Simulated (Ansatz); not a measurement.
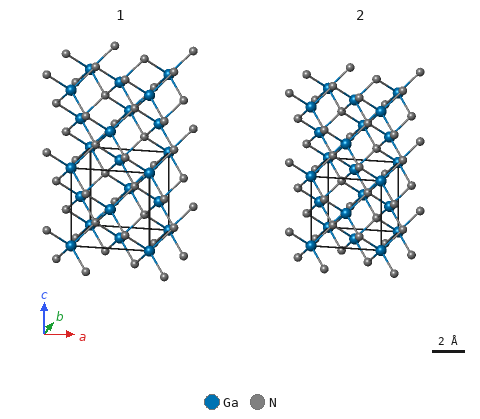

Two geometries of solid GaN (a generated structure, set up in F-43m) (coarse preliminary run), drawn at one scale. One is the start of a relaxation, the other its converged end. Style: ball-and-stick. Shown: the conventional cell (4 times the calculation's cell), repeated 1 × 1 × 2 with one cell outlined, slightly off an axis. Lengths and directions refer to the drawn axes.

All numbers below come from Ansatz, DFT PBE, scalar-relativistic, plane waves, PAW. Set-up: plane-wave cutoff 420 eV; k-point mesh 6 × 6 × 6; occupations gaussian; smearing width 0.1 eV; no spin polarisation; cell and atoms relaxed; force threshold 0.05 eV/Å; at most 60 steps.

Question: Which one is relaxed?

Answer: Structure 2 is the relaxed one. Case: Sb → N on all its sites, cell and atoms relaxed. The energy falls by 561 meV per atom in 4 accepted moves (5 points after the start). All forces vanish by symmetry, so only the cell relaxes. Pressure: −26.61 GPa at the start and −0.38 GPa at the end. The SCF was repeated once at an unchanged geometry on a basis and grid sized afresh for the cell, which shifted the energy by 3.6 meV per atom at most. No atom moves by more than 0.005 Å relative to the cell. The volume changes by −29.0 %, with a = b = c 5.102 → 4.551 Å (−10.8 %). Some distances before and after: Ga–N 2.209 → 1.971 Å. The space group stays F-43m (No. 216). The run took 7.3 s on 1 thread of Intel(R) Xeon(R) Processor @ 2.70GHz, on a shared host, peak memory 0.32 GiB.
